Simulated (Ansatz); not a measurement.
W: single-point calculation

System: W (slab, 5 atoms in the cell).
Method: DFT, PBEsol, PAW with Ansatz's default frozen-core files, scalar-relativistic, no spin polarisation (Ansatz 0.2.0).

It belongs to a series of runs on one base structure; here: PAW files. Figures and captions count atoms from 1; the log counts them from 0 in places.

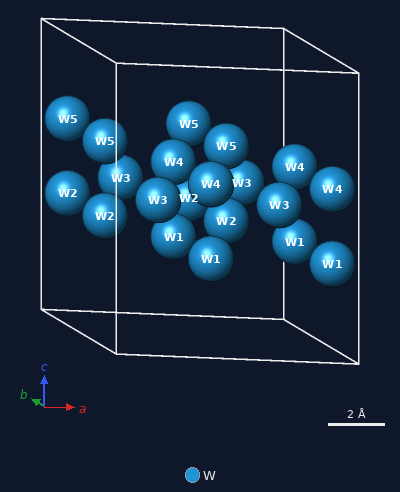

Fig. 1: The structure as given in the input (spheres-only view of the 2 × 2 repeat of the cell, with the vacuum cut short, seen slightly off an axis; atoms are numbered from 1 in the order of the input). An atom can appear more than once, as a periodic image.

## Input
```yaml
crystal:
  lattice:
    - [4.4602931094, 0.0, 0.0]
    - [-2.2301465547, 3.8627271411, 0.0]
    - [0.0, 0.0, 19.6418]
  atoms:
    - { symbol: W, position: [0.833333333, 0.166666667, 0.407294289] }
    - { symbol: W, position: [0.166666667, 0.833333333, 0.4536471443] }
    - { symbol: W, position: [0.5, 0.5, 0.5] }
    - { symbol: W, position: [0.833333333, 0.166666667, 0.5463528557] }
    - { symbol: W, position: [0.166666667, 0.833333333, 0.592705711] }
kpoints:
  mp_grid: { grid: [11, 11, 1] }
scf:
  occupations: { method: fermi_dirac, width: 0.1 }
hamiltonian:
  xc: pbesol
  pseudopotentials: { kind: paw }
output:
  forces: true
  stress: true
  eigenvalues: true
  populations: true
efield:
  axis: 3
  amplitude: 0
  dipole_correction: true
```

Command:
```bash
ansatz run input.yaml --threads 2 --pin off --max-ram 4096MiB --backend cpu --events-out ev --progress --plain --runs-dir out
```

## Log
```
Engine: ansatz 0.2.0, aarch64-unknown-linux-gnu
Pseudopotentials: kind: paw
Pseudopotential: W, paw, valence charge 14, recommended cutoff 420 eV (normal), W.paw.azcp
Functional definition: PBEsol
  exchange = pbesol_x
  correlation = pbesol_c
Crystal: 5 atoms, lattice volume = 338.407 Å³
Basis set: ecut = 420 eV, 6647 PW (Γ), exchange–correlation on 60×60×270 points (8 copies of the dense FFT grid, shifted against one another)
Bands: 42, of which v1, the nominal top of the filled ones, is band 35 counted from 1 (34 counted from 0)
Symmetry: 6 space group operations
k-points: 16 of 121 (time reversal used)
Non-local potential: W, projectors of the file, l = 0: 3, l = 1: 2, l = 2: 2, l = 3: 1
PAW form: soft (Blöchl's): semilocal exchange-correlation on the pseudo side does not see the compensation charge
PAW frozen core: W, regenerated for the run's functional, and the local potential with it (the file was generated under x = pbe(κ = 0.804, μ = 0.2195149727645171), c = pbe(β = 0.06672455060314922))
PAW one-centre angular grid: W, 590 points (default); XC on 64 Gauss nodes
Initial density: superposition of atomic densities (neutral atoms: chi_scale 0, normalization atom), corrected by the library's trained network
Initial wavefunctions: pseudopotential atomic-orbital guess
Functional: x = pbesol(κ = 0.804, μ = 0.12345679012345678), c = pbesol(β = 0.046)
SCF iter   1: F=—  HF=-51273.530848 eV  |F-HF|=—  |Δ(HF+E_count)|=         —  Δρ=3.96e-3  dr2=1.88e-1  ethr=1.77e-3  p=0.000 e·Å  D=1.21e-13 V/Å  ΔV_dip=-0.00 eV  dr2_dipole=2.73e-10  V_vac-E_F(+/−)=4.51/4.51 eV  ⟨swp⟩=9.0  Hψ=3239  notcnv=0
efield: sawtooth ramp at fractional position 0.9500 (placed from the atoms, in the widest stretch of the axis that holds none; the zero of the levels goes with the place), width 0.1000; the density the first Hamiltonian is built on has a dipole p = 0.000 e·Å; the dipole correction subtracts the counter field D = 1.21e-13 V/Å, which shifts the + side's vacuum level by -0.00 eV against the − side's; the planar-averaged density in the ramp window peaks in size at 8.5e-5 e/Å³
preconditioner: auto → LDOS  [metal: Δε(μ)=0.136 eV  Ē_g=3.771 eV  σ=0.100 eV  W_gap=0.32  n_scr=66 (ndim 8)  ℏωp=11.1 eV  f_vac=0.630  D(μ)=5.08/eV (n_scr^D=16)  β→1.0]
SCF iter   2: F=—  HF=-51273.556699 eV  |F-HF|=—  |Δ(HF+E_count)|=   2.59e-2  Δρ=4.87e-3  dr2=2.97e-1  ethr=2.68e-4  p=-0.000 e·Å  D=-2.36e-6 V/Å  ΔV_dip=0.00 eV  dr2_dipole=2.14e-9  V_vac-E_F(+/−)=4.05/4.05 eV  ⟨swp⟩=3.4  Hψ=1624  notcnv=0
SCF iter   3: F=—  HF=-51273.519785 eV  |F-HF|=—  |Δ(HF+E_count)|=   3.69e-2  Δρ=6.23e-4  dr2=2.00e-3  ethr=2.68e-4  p=-0.000 e·Å  D=-6.54e-7 V/Å  ΔV_dip=0.00 eV  dr2_dipole=5.77e-11  V_vac-E_F(+/−)=4.13/4.13 eV  ⟨swp⟩=2.1  Hψ=1015  notcnv=0
SCF iter   4: F=—  HF=-51273.520635 eV  |F-HF|=—  |Δ(HF+E_count)|=   8.50e-4  Δρ=3.11e-4  dr2=7.59e-4  ethr=2.86e-6  p=-0.000 e·Å  D=-5.56e-7 V/Å  ΔV_dip=0.00 eV  dr2_dipole=7.07e-12  V_vac-E_F(+/−)=4.07/4.07 eV  ⟨swp⟩=3.1  Hψ=1361  notcnv=0
SCF iter   5: F=—  HF=-51273.520717 eV  |F-HF|=—  |Δ(HF+E_count)|=   8.15e-5  Δρ=8.67e-5  dr2=6.09e-5  ethr=1.08e-6  p=-0.000 e·Å  D=-2.45e-7 V/Å  ΔV_dip=0.00 eV  dr2_dipole=3.09e-12  V_vac-E_F(+/−)=4.03/4.03 eV  ⟨swp⟩=2.5  Hψ=1142  notcnv=0
SCF iter   6: F=—  HF=-51273.521020 eV  |F-HF|=—  |Δ(HF+E_count)|=   3.03e-4  Δρ=3.39e-5  dr2=8.76e-6  ethr=8.70e-8  p=0.000 e·Å  D=1.21e-9 V/Å  ΔV_dip=-0.00 eV  dr2_dipole=6.25e-13  V_vac-E_F(+/−)=4.02/4.02 eV  ⟨swp⟩=2.2  Hψ=1042  notcnv=0
SCF iter   7: F=—  HF=-51273.521026 eV  |F-HF|=—  |Δ(HF+E_count)|=   6.34e-6  Δρ=1.09e-5  dr2=1.16e-6  ethr=1.25e-8  p=0.000 e·Å  D=1.17e-8 V/Å  ΔV_dip=-0.00 eV  dr2_dipole=9.22e-14  V_vac-E_F(+/−)=4.01/4.01 eV  ⟨swp⟩=2.2  Hψ=940  notcnv=0
SCF iter   8: F=—  HF=-51273.521027 eV  |F-HF|=—  |Δ(HF+E_count)|=   6.00e-7  Δρ=3.06e-6  dr2=1.12e-7  ethr=1.66e-9  p=0.000 e·Å  D=8.21e-9 V/Å  ΔV_dip=-0.00 eV  dr2_dipole=5.51e-14  V_vac-E_F(+/−)=4.01/4.01 eV  ⟨swp⟩=2.4  Hψ=958  notcnv=0
SCF iter   9: F=-51273.521027 eV  HF=-51273.521027 eV  |F-HF|=7.57e-10  |Δ(HF+E_count)|=   3.69e-8  Δρ=8.46e-7  dr2=5.44e-9  ethr=1.43e-10  p=0.000 e·Å  D=9.07e-9 V/Å  ΔV_dip=-0.00 eV  dr2_dipole=7.39e-14  V_vac-E_F(+/−)=4.01/4.01 eV  ⟨swp⟩=8.8  Hψ=2830  notcnv=0
SCF 1 converged in 9 iterations: F = -51273.521027 eV  dr2 = 5.44e-9
  greatest PAW one-centre occupation: 1.000 electrons in one spin orbital (limit 2), on the W atom at site 2 (counted from 0), in its partial waves of l = 0
SCF converged after 9 iterations
Free energy (F): -51273.521027 eV
Harris-Foulkes:  -51273.521027 eV  (|F-HF|=7.57e-10)
Internal energy: -51273.345260 eV  (E = F + TS)
E sigma→0 (E₀):  -51273.433143 eV
Entropy (-TS):   -0.175767 eV (-35.153 meV/atom)
Fermi energy:    2.243749 eV
Dipole field:    D = 0.000000 V/Å  (p = 0.000001 e·Å, saw-weighted, corrected)
Work function:   Φ+ = 4.0110 eV   Φ− = 4.0110 eV
Levels:          The Fermi level and band energies are counted from a zero that moves with the ramp; work functions are not
--- Per-component energies (eV) ---
  E_band       = -1809.499314
  E_kinetic    = 2223.904420
  E_local      = -52620.609730  (includes V_loc(G=0)·N_el)
  E_nonlocal   = 23.474310
  E_hartree    = 25185.550520
  E_xc         = -1309.790978
  E_vxc        = -1172.023203  (∫ρ·V_xc dr)
  E_paw        = -42180.356654  (= ΣΔE_a)
  E_vpaw       = -635.334428  (= ΣTr[D̂ρ^β])
  E_aug_tail   = -0.000312  (compensation charges beyond the density's cutoff)
  E_efield     = 0.000000  (sawtooth field / dipole correction)
  E_vefield    = 0.000000  (∫n·V_field dr)
  E_ewald      = 17403.374203
  E_core_change = 1.108961  (= ΣΔE_core)
  E_smearing   = -0.175767  (= −TS)
  E_closure    = 0.000000  (closes the sum)
  Σ components = -51273.521027   (vs F -51273.521027, Δ=0.00e0)
--- Forces (eV/Å), atoms counted from 1 ---
  atom   1  W      0.00000000     0.00000000     3.30008846
  atom   2  W     -0.00000000    -0.00000000     0.97976073
  atom   3  W      0.00000000     0.00000000    -0.00000601
  atom   4  W      0.00000000     0.00000000    -0.97975062
  atom   5  W     -0.00000000    -0.00000000    -3.30009129
  max |Σ_I F_I| component: 1.28e-6 eV/Å
--- Stress (GPa, compression-positive) ---
       -6.407215      -0.000000      -0.000000
       -0.000000      -6.407215      -0.000000
       -0.000000      -0.000000      -6.534786
  P = ⅓ Tr σ = -6.4497 GPa (-64.497 kbar)
--- Band table (eV; the first three rows and the last of 16) ---
  k-point 0: bands = ["-72.0303", "-71.8290", "-71.8220", "-71.5308", "-71.5275", "-36.4416", "-36.4416", "-36.3857", "-36.3720", "-36.1760", "-36.1472", "-36.1472", "-36.0155", "-36.0155", "-35.7745", "-35.6748", "-35.5869", "-35.5869", "-35.4245", "-35.4245", "-5.6499", "-2.3205", "-2.2852", "-2.2852", "-0.5069", "-0.5069", "-0.3234", "-0.3043", "-0.0129", "-0.0129", "0.7594", "0.7594", "1.0540", "1.0540", "1.0719", "2.3128", "3.5191", "3.5479", "3.5479", "3.9120", "3.9120", "4.3658"]
  k-point 1: bands = ["-72.0296", "-71.8286", "-71.8217", "-71.5314", "-71.5284", "-36.4602", "-36.4560", "-36.3889", "-36.3744", "-36.1859", "-36.1341", "-36.1160", "-36.0143", "-36.0136", "-35.7613", "-35.6831", "-35.5825", "-35.5761", "-35.4437", "-35.4240", "-5.5332", "-2.3221", "-2.2670", "-2.2143", "-0.7992", "-0.5569", "-0.3473", "-0.2803", "0.0592", "0.0635", "0.7472", "0.7822", "1.1387", "1.1546", "1.2364", "2.3608", "3.3681", "3.4854", "3.5563", "3.9169", "3.9272", "4.3715"]
  k-point 2: bands = ["-72.0276", "-71.8274", "-71.8209", "-71.5330", "-71.5309", "-36.5024", "-36.4955", "-36.3953", "-36.3633", "-36.2041", "-36.1112", "-36.0560", "-36.0092", "-36.0064", "-35.7377", "-35.6826", "-35.5701", "-35.5648", "-35.4914", "-35.4231", "-5.1944", "-2.3207", "-2.2334", "-2.0061", "-1.1895", "-0.6344", "-0.5429", "-0.2129", "0.0634", "0.1884", "0.7443", "0.8352", "1.3507", "1.3886", "1.6377", "2.5036", "3.0235", "3.3313", "3.5639", "3.8305", "3.8680", "4.1933"]
  k-point 15: bands = ["-72.0204", "-71.8203", "-71.8193", "-71.5405", "-71.5400", "-36.5962", "-36.5923", "-36.3674", "-36.2957", "-36.2283", "-36.1928", "-35.9861", "-35.9855", "-35.9713", "-35.6742", "-35.6289", "-35.5732", "-35.5460", "-35.5042", "-35.4663", "-2.8493", "-2.7621", "-2.5459", "-1.6562", "-1.3753", "-1.0571", "-0.1284", "0.0552", "0.2135", "0.8252", "0.8274", "1.1291", "1.1692", "1.3557", "1.8252", "2.2789", "2.5563", "2.5793", "3.1942", "3.3307", "3.6597", "3.7168"]
--- Löwdin populations: 5 sites ---
  site symbol       q [e]
     0      W     13.8834
     1      W     13.8763
     2      W     13.8167
     3      W     13.8763
     4      W     13.8834
  spilling = 0.009484 (of n_electrons = 70.000000)
```

## File populations.tsv
```
# site	symbol	l	j	q
# orbitals = lowdin
# n_electrons = 70.000000
# spilling = 0.009484
0	W	0_5S	-	1.981512
0	W	0_6S	-	1.025987
0	W	1_5P	-	5.981627
0	W	2_5D	-	4.894293
1	W	0_5S	-	1.967304
1	W	0_6S	-	0.969784
1	W	1_5P	-	5.987186
1	W	2_5D	-	4.952037
2	W	0_5S	-	1.967197
2	W	0_6S	-	0.924221
2	W	1_5P	-	5.987334
2	W	2_5D	-	4.937944
3	W	0_5S	-	1.967304
3	W	0_6S	-	0.969783
3	W	1_5P	-	5.987186
3	W	2_5D	-	4.952027
4	W	0_5S	-	1.981512
4	W	0_6S	-	1.025987
4	W	1_5P	-	5.981627
4	W	2_5D	-	4.894299
```

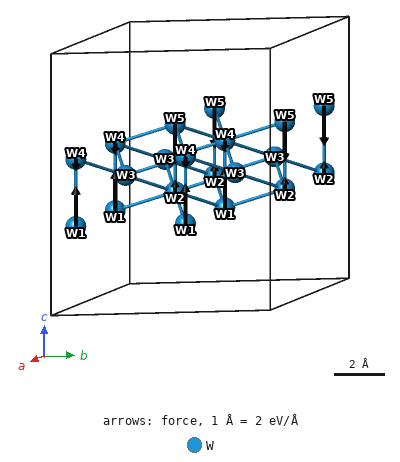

Fig. 2: Forces on the atoms as black arrows (ball-and-stick view of the 2 × 2 repeat of the cell, with the vacuum cut short, seen slightly off an axis; atoms are numbered from 1 in the order of the input). The largest act on W1, W5 (3.30 eV/Å). The geometry is not a stationary point of this energy.

## Results in brief

| quantity | value |
| --- | --- |
| outcome | converged |
| electrons treated | 70 |
| free energy | −51273.5210 eV |
| Fermi energy | 2.244 eV |
| largest force (length of the vector) | 3.300 eV/Å |
| hardware | 2 threads of Arm Neoverse V2, 128 GiB of memory available, shared host |
| wall time | 16 s (CPU time 30 s) |
| peak memory | 0.57 GiB |

## Notes

Spin–orbit coupling is left out, which matters for W.
